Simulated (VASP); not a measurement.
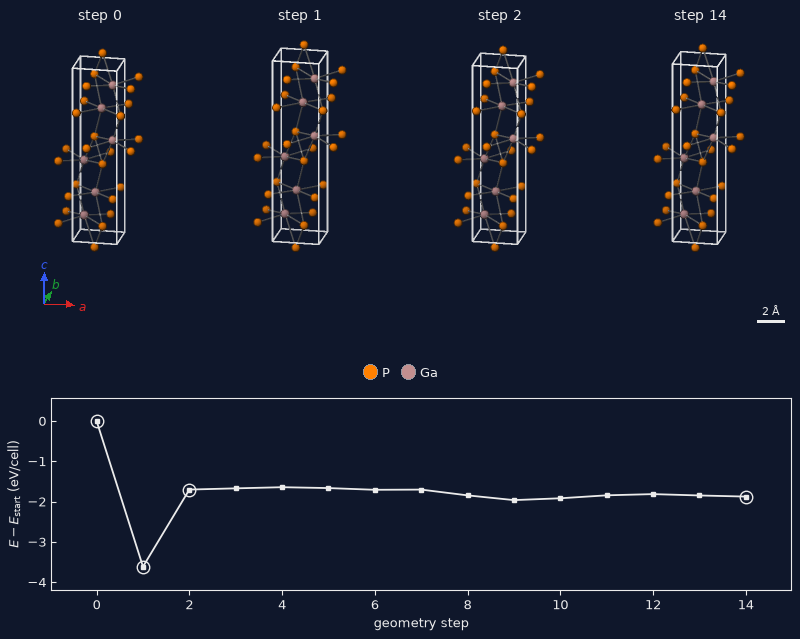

Frames of a relaxation of solid GaP (a generated structure, set up in Cmcm), marked on the history of the run. A ball-and-stick model of the cell of the calculation, seen slightly off an axis.

The run lets cell and atoms move.

These are results of Kohn-Sham DFT of a periodic cell, r2SCAN, VASP PAW PBE potentials, recommended in VASP, not measurements.

Input file:
```
PREC     = Accurate       # precision mode
ENCUT    = 600            # plane-wave cutoff, eV
EDIFF    = 1E-6           # SCF threshold, eV
ISMEAR   = 0              # smearing method
SIGMA    = 0.03           # smearing width, eV
LREAL    = False          # projectors in reciprocal space
LASPH    = True           # aspherical terms in the spheres
NELM     = 80             # most SCF steps
ALGO     = Normal         # electronic algorithm
ISIF     = 3              # what is computed and relaxed
LWAVE    = False          # write WAVECAR
LCHARG   = False          # write CHGCAR
METAGGA  = R2SCAN         # meta-GGA
LMIXTAU  = True         
IBRION   = 2              # ionic algorithm
NSW      = 90             # ionic steps
EDIFFG   = -0.01          # ionic threshold
PSTRESS  = 307.0        
KPAR     = 4
```

Command:
```bash
cat potpaw_PBE.64/P/POTCAR potpaw_PBE.64/Ga_d/POTCAR > POTCAR
mpirun -np 4 vasp_std > vasp.out
```

Question: Describe the path.

Answer: The run was cut off at its time limit before the relaxation converged, so the last structure is only a point on the way. Over 14 geometry steps the energy falls by 1.875 eV per cell of the calculation. The largest force component goes from 0.3 to 0.05 eV/Å. The pressure goes from 42.58 to 30.55 GPa. The largest moves relative to the cell, 0.048 Å, are those of P atoms. Largest moves by element: P 0.048 Å, Ga 0.047 Å. The volume changes by +5.4 %, with a = b 3.377 → 3.425 Å (+1.4 %), c 13.335 → 13.663 Å (+2.5 %), γ 93.7° → 93.1°. Some distances before and after: Ga–P 2.561 → 2.677 Å, Ga–P 2.327 → 2.371 Å, Ga–P 2.313 → 2.357 Å, Ga–P 2.348 → 2.374 Å. Bond angles that change, for instance: Ga–P–Ga 127.0° → 131.5°, P–Ga–P 136.1° → 140.2°, P–Ga–P 173.6° → 170.2°. The space group stays Cmcm (No. 63). From step 0 to 1: P atoms move most (0.02 Å), volume +14.2 %, energy −3.614 eV per cell of the calculation. From step 1 to 2: volume −8.1 %, energy +1.913 eV per cell of the calculation. From step 2 to 14: P and Ga atoms move most (0.05 Å), volume +0.4 %, energy −0.174 eV per cell of the calculation.
